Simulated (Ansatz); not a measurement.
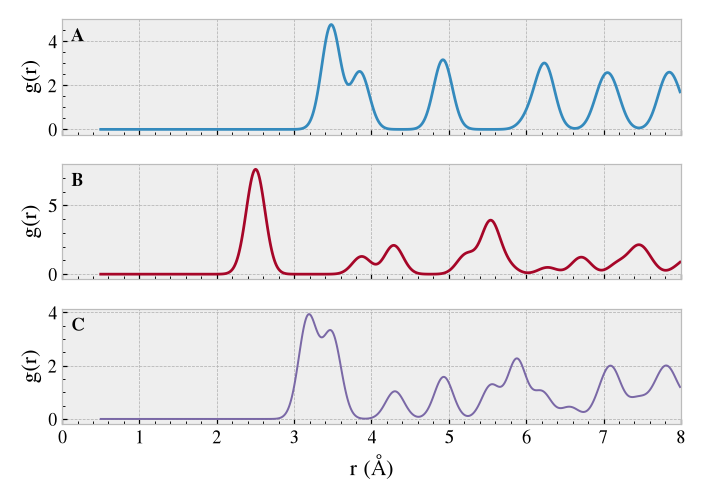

Calculated partial radial distribution functions of GaP, each distance broadened by a Gaussian of σ = 0.12 Å. Basis of the simulation: coordinates from a relaxation with Ansatz, DFT, r2SCAN+rVV10, plane waves, PAW.

```xyz
8
Lattice="3.4888 0.0000 0.0000 0.0000 11.9241 0.0000 0.0000 0.0000 3.5009" Properties=species:S:1:pos:R:3 pbc="T T T"
Ga    0.0000    7.9330    2.6257
Ga    1.7444    9.9531    0.8752
P     1.7444    7.4607    0.8752
P     0.0000   10.4254    2.6257
Ga    1.7444    1.9710    2.6257
Ga    0.0000    3.9910    0.8752
P     0.0000    1.4987    0.8752
P     1.7444    4.4634    2.6257
```

> The panels are unlabelled. Name the pair for each.

panel A is P–P (first distance 3.47–3.50 Å); panel B is Ga–P (first distance 2.49–2.52 Å); panel C is Ga–Ga (first distance 3.19 Å).

> Tabulate the first and second shells, merging distances less than 0.12 Å apart and averaging over sites.

| pair | first shell (Å) | neighbours in it | second shell (Å) | neighbours in the second |
| --- | --- | --- | --- | --- |
| P–P | 3.47–3.50 | 6 P per P | 3.86 | 4 |
| Ga–P | 2.49–2.52 | 5 P per Ga | 3.88 | 2 |
| Ga–Ga | 3.19 | 4 Ga per Ga | 3.49–3.50 | 4 |
